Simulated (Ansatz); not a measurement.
## Run report: Be$_{2}$C, band-structure calculation

System: Be$_{2}$C (I4/mmm, 3 atoms in the cell).
Method: DFT, LDA, all-electron LAPW, scalar-relativistic, no spin polarisation (Ansatz 0.2.0).

The structure derives from an entry of the Crystallography Open Database. It belongs to a series of runs on one base structure; here: equal xx and yy strain of -1 %.

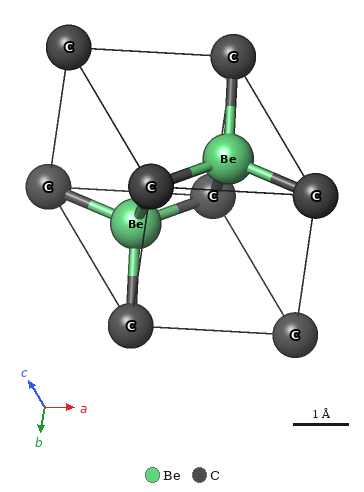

*The structure as given in the input (ball-and-stick view of the reduced cell, seen at an oblique angle). An atom can appear more than once, as a periodic image.*

Near neighbours in the periodic cell (some may lie outside the picture): Be has 4 C at 1.86 Å; C has 8 Be at 1.86 Å.

## The input
```yaml
crystal:
  lattice:
    - [0.0, 2.14335, 2.165]
    - [2.14335, 0.0, 2.165]
    - [2.14335, 2.14335, 0.0]
  atoms:
    - { symbol: Be, position: [0.25, 0.25, 0.25] }
    - { symbol: Be, position: [0.75, 0.75, 0.75] }
    - { symbol: C, position: [0.0, 0.0, 0.0] }
kpoints:
  mp_grid: { grid: [14, 14, 14] }
  band_path:
    path:
      - [0.0, 0.0, 0.0]
      - [0.0, 0.5, 0.5]
      - [0.25, 0.75, 0.5]
      - [0.0, 0.5, 0.0]
      - [0.0, 0.0, 0.0]
      - [0.5, 0.5, 0.0]
      - [0.3725125, 0.6274875, 0.0]
      - [-0.3725125, 0.3725125, 0.0]
      - [0.0, 0.0, 0.0]
    npoints: 5
scf:
  occupations: { method: fermi_dirac, width: 0.08 }
hamiltonian:
  xc: lda
  pseudopotentials: { kind: all_electron, lapw: { basis_error: 0.0005 } }
output:
  forces: true
  stress: true
  eigenvalues: true
```

Command:
```bash
ansatz run input.yaml --threads 1 --pin off --max-ram 4096MiB --backend cpu --events-out ev --progress --plain --runs-dir out
```

## What the program printed
```
LAPW: plane waves up to 9.157 Å⁻¹, error target 5.0e-4 eV per atom; small_component_spin mean_spin; Be in spheres of 0.872 Å, 4 of its electrons in bands, Dirac shells []; C in spheres of 0.991 Å, 6 of its electrons in bands, Dirac shells [] (how accurate: hamiltonian.pseudopotentials.lapw.basis_error, Limitations)
Engine: ansatz 0.2.0, aarch64-unknown-linux-gnu
Pseudopotentials: kind: all_electron
Pseudopotential: Be, LAPW, valence charge 4, lapw/all_electron/scalar/gaussian/Be, Koelling and Harmon's equation, gaussian nucleus
Pseudopotential: C, LAPW, valence charge 6, lapw/all_electron/scalar/gaussian/C, Koelling and Harmon's equation, gaussian nucleus
Functional definition: SPW92
  exchange = slater_x
  correlation = pw_c
Crystal: 3 atoms, lattice volume = 19.892 Å³
Basis set: ecut = 319.49925287992346 eV, 259 PW (Γ), exchange–correlation at level 2
Bands: 11, of which v1, the nominal top of the filled ones, is band 7 counted from 1 (6 counted from 0)
Symmetry: 16 space group operations
Space group: I4/mmm (ITA 139), of the structure as read, at distance tolerance 2.7e-5 Å
k-points: 244 of 2744
Non-local potential: Be, projectors of the file, none
Non-local potential: C, projectors of the file, none
Initial density: superposition of atomic densities (chi_scale 0.1, normalization cell, long waves kept (reshape's long-wave potential 0.00 eV rms))
Initial wavefunctions: plane waves of lowest kinetic energy (no species holds an atomic orbital)
Functional: x = slater, c = lda
iter 1 solved again at ethr=1.91e-2 eV; its pass at ethr=1.00e-1 eV (dr2=2.68e0 eV) is discarded
SCF iter   1: F=—  HF=-1825.845166 eV  |F-HF|=—  |Δ(HF+E_count)|=         —  Δρ=1.04e-1  dr2=2.68e0  ethr=1.91e-2  ⟨swp⟩=2.0  Hψ=20611  notcnv=0
preconditioner: auto → none  [insulator: Δε(μ)=2.765 eV  Ē_g=14.598 eV  σ=0.080 eV  W_gap=1.00  n_scr=8 (ndim 8)  ℏωp=23.5 eV  f_vac=0.000  D(μ)=0.00/eV (n_scr^D=0)  ε∞_Penn≈3.6]
iter 2 solved again at ethr=6.56e-4 eV; its pass at ethr=1.91e-2 eV (dr2=9.18e-2 eV) is discarded
SCF iter   2: F=—  HF=-1824.762736 eV  |F-HF|=—  |Δ(HF+E_count)|=    1.08e0  Δρ=2.50e-2  dr2=9.19e-2  ethr=6.56e-4  ⟨swp⟩=2.1  Hψ=14320  notcnv=0
SCF iter   3: F=—  HF=-1824.681689 eV  |F-HF|=—  |Δ(HF+E_count)|=   8.10e-2  Δρ=1.16e-2  dr2=2.80e-2  ethr=6.56e-4  ⟨swp⟩=2.1  Hψ=8092  notcnv=0
SCF iter   4: F=—  HF=-1824.672669 eV  |F-HF|=—  |Δ(HF+E_count)|=   9.02e-3  Δρ=8.54e-4  dr2=1.64e-4  ethr=2.00e-4  ⟨swp⟩=2.0  Hψ=7124  notcnv=0
SCF iter   5: F=—  HF=-1824.672642 eV  |F-HF|=—  |Δ(HF+E_count)|=   2.67e-5  Δρ=8.54e-5  dr2=5.69e-7  ethr=1.17e-6  ⟨swp⟩=2.0  Hψ=7092  notcnv=0
SCF iter   6: F=-1824.672643 eV  HF=-1824.672643 eV  |F-HF|=3.11e-9  |Δ(HF+E_count)|=   3.91e-7  Δρ=7.25e-6  dr2=3.80e-9  ethr=4.07e-9  ⟨swp⟩=3.0  Hψ=7837  notcnv=0
SCF 1 converged in 6 iterations: F = -1824.672643 eV  dr2 = 3.80e-9
NSCF: frozen V_eff on 41 k-points
SCF converged after 6 iterations
Free energy (F): -1824.672643 eV
Harris-Foulkes:  -1824.672643 eV  (|F-HF|=3.11e-9)
Internal energy: -1824.672639 eV  (E = F + TS)
E sigma→0 (E₀):  -1824.672641 eV
Entropy (-TS):   -0.000004 eV (-0.001 meV/atom)
Fermi energy:    10.699462 eV
--- Per-component energies (eV) ---
  E_band       = -826.046656
  E_kinetic    = 1808.509986
  E_xc         = -289.566915
  E_electrostatic = -3343.615709  (all electrons and nuclei)
  E_smearing   = -0.000004  (= −TS)
  E_closure    = 0.000000  (closes the sum)
  E_atoms      = -1805.181494  (free atoms, spherical and without spin; not in F)
  Σ components = -1824.672643   (vs F -1824.672643, Δ=0.00e0)
  Basis errors (estimates in eV, not in F): energy 2.6e-4 per atom: plane waves 2.4e-4 (1.4e-4 summed), levels above the bands 3.0e-48, relativity 2.8e-9, radial functions 1.7e-5, core shells 0.0e0; eigenvalues (radial functions only) 6.6e-6; not estimated: angular momenta, meshes, grids; target (lapw.basis_error) 5.0e-4; muffin-tin radii Be 0.872 Å, C 0.991 Å
--- Forces (eV/Å), atoms counted from 1 ---
  atom   1  Be     0.00000000    -0.00000000     0.00000000
  atom   2  Be    -0.00000000    -0.00000000     0.00000000
  atom   3  C     -0.00000000    -0.00000000     0.00000000
  max |Σ_I F_I| component: 8.67e-19 eV/Å
--- Stress (GPa, compression-positive) ---
       -2.983230       0.000000       0.000000
        0.000000      -2.983230       0.000000
        0.000000       0.000000      -8.708949
  P = ⅓ Tr σ = -4.8918 GPa (-48.918 kbar)
--- Band table (eV; the first three rows and the last of 244) ---
  k-point 0: bands = ["-251.6007", "-87.9665", "-87.9234", "-4.9284", "10.0167", "10.1050", "10.1050", "14.0882", "14.0882", "14.2363", "17.1541"]
  k-point 1: bands = ["-251.6007", "-87.9659", "-87.9239", "-4.8469", "9.3144", "9.8753", "9.9340", "14.3397", "14.4098", "14.6910", "17.3175"]
  k-point 2: bands = ["-251.6007", "-87.9643", "-87.9254", "-4.6036", "7.7648", "9.4750", "9.5446", "14.9067", "14.9596", "15.5379", "17.7951"]
  k-point 243: bands = ["-251.6007", "-87.9526", "-87.9361", "-1.3463", "3.2257", "5.3200", "5.3200", "11.3623", "16.1402", "23.3456", "23.3456"]
```

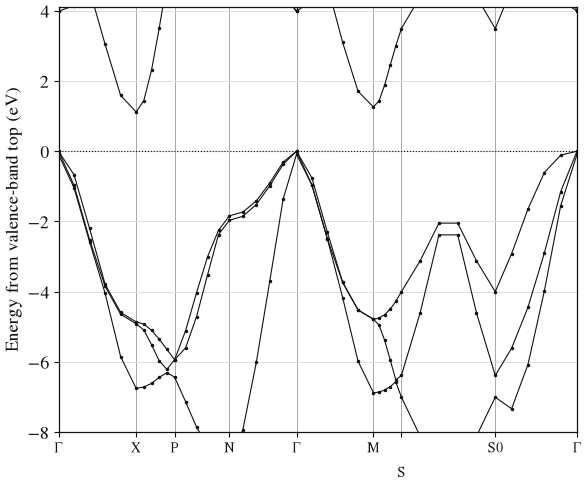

*Band structure along Γ–X–P–N–Γ–M–S–S0–Γ, with energies from the valence-band top.*

There is a gap of 1.12 eV on this path, indirect, from Γ to X.

## Key numbers

- outcome: converged
- space group (tolerance 0.01 Å): I4/mmm (139)
- electrons in bands (core shells apart): 14
- free energy: −1824.6726 eV
- Fermi energy: 10.699 eV
- pressure: −4.89 GPa
- electronic character: gap of 1.12 eV
- largest force (length of the vector): under 0.001 eV/Å
- hardware: 1 thread of Arm Neoverse V1, 24 GiB of memory available, shared host
- wall time: 23 s
- peak memory: 0.47 GiB
